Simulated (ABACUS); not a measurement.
## Run report: SiC, band-structure run (part 2 of 2)

Continued. System: SiC (F-43m, 2 atoms in the cell). Method: Kohn-Sham DFT of a periodic cell, TM, SG15 ONCV 1.2 PBE, no spin polarisation (ABACUS 3.10.1); cutoff 1292.54 eV, 6×6×6 k-mesh, fermi-dirac of 0.05 eV. The structure derives from an entry of the Crystallography Open Database.

Geometry of the input (Å; fractional positions):
```
-2.1790  0.0000  2.1790
0.0000  2.1790  2.1790
-2.1790  2.1790  0.0000
Si 0.0000  0.0000  0.0000
C  0.2500  0.2500  0.2500
```

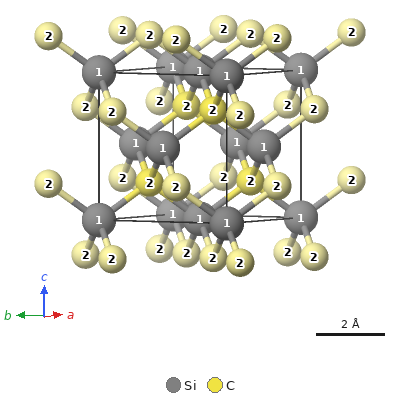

Fig. 1: The structure as given in the input (ball-and-stick view of the cell 4 times as large as that of the calculation, set on its symmetry axes, seen at an oblique angle; neighbours outside the cell are drawn fainter; atoms are numbered from 1 in the order of the input).

## What the program printed, continued
```
 SETUP NONLOCAL PSEUDOPOTENTIALS IN PLANE WAVE BASIS
 Si non-local projectors:
 projector 1 L=0
 projector 2 L=0
 projector 3 L=1
 projector 4 L=1
 C non-local projectors:
 projector 1 L=0
 projector 2 L=0
 projector 3 L=1
 projector 4 L=1
      TOTAL NUMBER OF NONLOCAL PROJECTORS = 16

 Init Non-Local PseudoPotential table :
 Init Non-Local-Pseudopotential done.

                                     npwx = 2186

 -------------------------------------------
 SELF-CONSISTENT
 -------------------------------------------
                                 init_chg = atomic

 PW ALGORITHM --------------- ION=   1  ELEC=   1--------------------------------

 Density error is 0.376494525499
                          Error Threshold = 0.01
----------------------------------------------------------
     Energy           Rydberg                 eV
----------------------------------------------------------
 E_KohnSham     -19.1674812394       -260.7869611643
 E_Harris       -18.0869913331       -246.0861418069
 E_Fermi        0.6852059123         9.3227047111
----------------------------------------------------------

 PW ALGORITHM --------------- ION=   1  ELEC=   2--------------------------------

 Density error is 0.0530210457647
                          Error Threshold = 0.00470618156873
----------------------------------------------------------
     Energy           Rydberg                 eV
----------------------------------------------------------
 E_KohnSham     -19.2650310797       -262.1141948316
 E_Harris       -19.6950767546       -267.9652664099
 E_Fermi        0.7596564750         10.3356565822
----------------------------------------------------------

 PW ALGORITHM --------------- ION=   1  ELEC=   3--------------------------------

 Density error is 0.00147707703369
                          Error Threshold = 0.000662763072059
----------------------------------------------------------
     Energy           Rydberg                 eV
----------------------------------------------------------
 E_KohnSham     -19.2760169177       -262.2636648255
 E_Harris       -19.2423716936       -261.8058980675
 E_Fermi        0.7394901073         10.0612790743
----------------------------------------------------------

 PW ALGORITHM --------------- ION=   1  ELEC=   4--------------------------------

 Density error is 1.66009005163e-05
                          Error Threshold = 1.84634629211e-05
----------------------------------------------------------
     Energy           Rydberg                 eV
----------------------------------------------------------
 E_KohnSham     -19.2762322262       -262.2665942470
 E_Harris       -19.2703377963       -262.1863964138
 E_Fermi        0.7452249056         10.1393050077
----------------------------------------------------------

 PW ALGORITHM --------------- ION=   1  ELEC=   5--------------------------------

 Density error is 2.51756340441e-07
                          Error Threshold = 2.07511256453e-07
----------------------------------------------------------
     Energy           Rydberg                 eV
----------------------------------------------------------
 E_KohnSham     -19.2762378505       -262.2666707702
 E_Harris       -19.2762441934       -262.2667570695
 E_Fermi        0.7454034906         10.1417347813
----------------------------------------------------------

 PW ALGORITHM --------------- ION=   1  ELEC=   6--------------------------------

 Density error is 6.28648077288e-09
                          Error Threshold = 3.14695425551e-09
----------------------------------------------------------
     Energy           Rydberg                 eV
----------------------------------------------------------
 E_KohnSham     -19.2762380053       -262.2666728758
 E_KS(sigma->0) -19.2762380042       -262.2666728619
 E_Harris       -19.2763681720       -262.2684438856
 E_band         2.0963590460         28.5224280794
 E_one_elec     5.3773890031         73.1631308042
 E_Hartree      2.3265187897         31.6539120437
 E_xc           -6.0489240267        -82.2998335320
 E_Ewald        -20.9312217693       -284.7838821638
 E_entropy(-TS) -0.0000000020        -0.0000000278
 E_descf        0.0000000000         0.0000000000
 E_exx          0.0000000000         0.0000000000
 E_Fermi        0.7454590964         10.1424913365
----------------------------------------------------------

 charge density convergence is achieved
 final etot is -262.26667288 eV
 EFERMI = 10.142491337 eV

 STATE ENERGY(eV) AND OCCUPATIONS    NSPIN == 1
 1/4 kpoint (Cartesian) = 0.0000 0.0000 0.0000 (2133 pws)
       1       -5.98358     0.00925926
       2        9.42996     0.00925925
       3        9.42996     0.00925925
       4        9.42996     0.00925925
       5        15.9228    5.74375e-53
       6        17.0053    2.27502e-62
       7        17.0053    2.27502e-62
       8        17.0053    2.27502e-62
       9        24.1198        0.00000
      10        24.1198        0.00000
      11        25.6762        0.00000
      12        26.6412        0.00000
      13        26.6412        0.00000
      14        26.6412        0.00000

 2/4 kpoint (Cartesian) = -0.16667 0.16667 0.16667 (2169 pws)
       1       -5.44588      0.0740741
       2        7.09297      0.0740741
       3        9.11068      0.0740741
       4        9.11068      0.0740741
       5        16.0098    8.07139e-53
       6        17.5117    7.26266e-66
       7        17.5117    7.26266e-66
       8        17.9920    4.89718e-70
       9        22.5153        0.00000
      10        22.5153        0.00000
      11        24.8727        0.00000
      12        28.3381        0.00000
      13        30.0289        0.00000
      14        30.0289        0.00000

 3/4 kpoint (Cartesian) = -0.33333 0.33333 0.33333 (2181 pws)
       1       -3.92760      0.0740741
       2        3.30596      0.0740741
       3        8.60832      0.0740741
       4        8.60832      0.0740741
       5        15.3485    4.47403e-47
       6        17.2812    7.30547e-64
       7        17.2812    7.30547e-64
       8        19.3920    3.38611e-82
       9        23.8520        0.00000
      10        23.8520        0.00000
      11        24.5719        0.00000
      12        32.0940        0.00000
      13        32.7685        0.00000
      14        32.7685        0.00000

 4/4 kpoint (Cartesian) = -0.50000 0.50000 0.50000 (2186 pws)
       1       -2.45463      0.0370370
       2       0.972749      0.0370370
       3        8.40302      0.0370370
       4        8.40302      0.0370370
       5        15.0991    3.28454e-45
       6        16.8480    2.11446e-60
       7        16.8480    2.11446e-60
       8        19.4291    8.05677e-83
       9        25.5576        0.00000
      10        26.8342        0.00000
      11        26.8342        0.00000
      12        29.8777        0.00000
      13        29.8777        0.00000
      14        32.1323        0.00000

------------------------------------------------------------------------------------------
 TOTAL-FORCE (eV/Angstrom)
------------------------------------------------------------------------------------------
                       Si1         0.0000000000         0.0000000000         0.0000000000
                        C1         0.0000000000         0.0000000000         0.0000000000
------------------------------------------------------------------------------------------

----------------------------------------------------------------
 TOTAL-STRESS (KBAR)
----------------------------------------------------------------
         6.0023870330         0.0000000000         0.0000000000
         0.0000000000         6.0023870330         0.0000000000
         0.0000000000         0.0000000000         6.0023870330
----------------------------------------------------------------
 TOTAL-PRESSURE: 6.002387 KBAR

 --------------------------------------------
 !FINAL_ETOT_IS -262.2666728757831720 eV
 --------------------------------------------
```

## Standard output
```
ABACUS v3.10.1

               Atomic-orbital Based Ab-initio Computation at UStc

 dft_functional readin is: MGGA_X_TM+MGGA_C_TM
 dft_functional in pseudopot file is: PBE
 Please make sure this is what you need
 dft_functional readin is: MGGA_X_TM+MGGA_C_TM
 dft_functional in pseudopot file is: PBE
 Please make sure this is what you need
 UNIFORM GRID DIM        : 40 * 40 * 40
 UNIFORM GRID DIM(BIG)   : 40 * 40 * 40
func,idMGGA_X_TM 540
func,idMGGA_C_TM 251
 ---------------------------------------------------------
 Self-consistent calculations for electrons
 ---------------------------------------------------------
 SPIN    KPOINTS         PROCESSORS  THREADS
 1       16              4           4
 ---------------------------------------------------------
 Use plane wave basis
 ---------------------------------------------------------
 ELEMENT NATOM       XC
 Si      1
 C       1
 ---------------------------------------------------------
 Initial plane wave basis and FFT box
 ---------------------------------------------------------
 -------------------------------------------
 SELF-CONSISTENT :
 -------------------------------------------
 START CHARGE      : atomic
 ITER       ETOT/eV          EDIFF/eV         DRHO         DKIN     TIME/s
 DA1     -2.60786961e+02   0.00000000e+00   3.7649e-01   1.8749e-01   2.12
 DA2     -2.62114195e+02  -1.32723367e+00   5.3021e-02   1.2444e-01   1.04
 DA3     -2.62263665e+02  -1.49469994e-01   1.4771e-03   1.0582e-02   0.87
 DA4     -2.62266594e+02  -2.92942145e-03   1.6601e-05   2.0903e-03   1.19
 DA5     -2.62266671e+02  -7.65232413e-05   2.5176e-07   1.6366e-04   1.09
 DA6     -2.62266673e+02  -2.10554080e-06   6.2865e-09   1.7420e-04   1.23
----------------------------------------------------------------
 TOTAL-STRESS (KBAR)
----------------------------------------------------------------
         6.0023870330         0.0000000000         0.0000000000
         0.0000000000         6.0023870330         0.0000000000
         0.0000000000         0.0000000000         6.0023870330
----------------------------------------------------------------
 TOTAL-PRESSURE: 6.002387 KBAR
```
